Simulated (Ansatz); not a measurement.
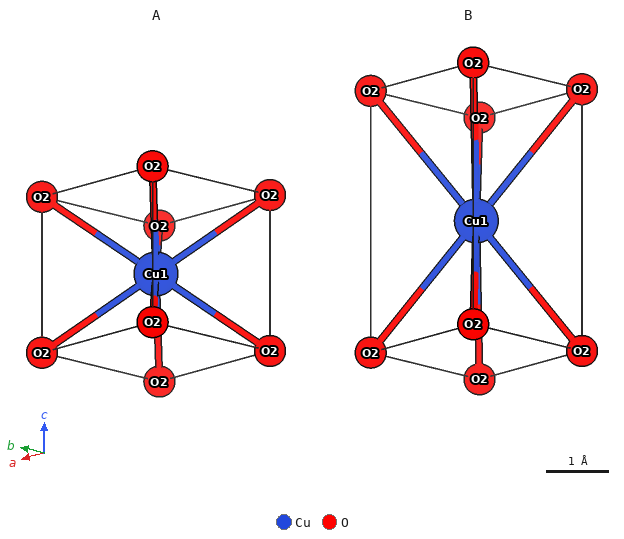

Two geometries of crystalline CuO (a generated structure, set up in P4/mmm) (coarse preliminary run), drawn at one scale. One is the start of a relaxation, the other its converged end. A ball-and-stick model of the cell of the calculation, seen from a free direction.

The calculation used Ansatz 0.2.0, DFT PBE, scalar-relativistic, plane waves, PAW. Set-up: plane-wave cutoff 420 eV; k-point mesh 8 × 8 × 4; occupations gaussian; smearing width 0.1 eV; collinear spin; cell and atoms relaxed; force threshold 0.04 eV/Å; at most 70 steps.

Question: Which one is relaxed?

Answer: Structure A is the relaxed one. No atom moves by more than 0.005 Å relative to the cell. The volume changes by −30.6 %, with a = b 2.450 → 2.644 Å (+7.9 %), c 4.443 → 2.647 Å (−40.4 %). Near-neighbour distances that change, for instance: Cu1–O2 2.817 → 2.291 Å, Cu1–Cu1 2.450 → 2.644 Å. The space group (tolerance 0.01 Å) goes from P4/mmm (No. 123) to Pm-3m (No. 221). After 11 accepted moves (13 points after the start) the energy has fallen by 2.220 eV per cell of the calculation. All forces vanish by symmetry, so only the cell relaxes. Pressure: −16.13 GPa at the start and 0.15 GPa at the end. The SCF was repeated twice at an unchanged geometry on a basis and grid sized afresh for the cell, which shifted the energy by 8.9 meV per cell of the calculation at most. The run took 55 s on 1 thread of Arm Neoverse V1 (shared host), peak memory 0.3 GiB.
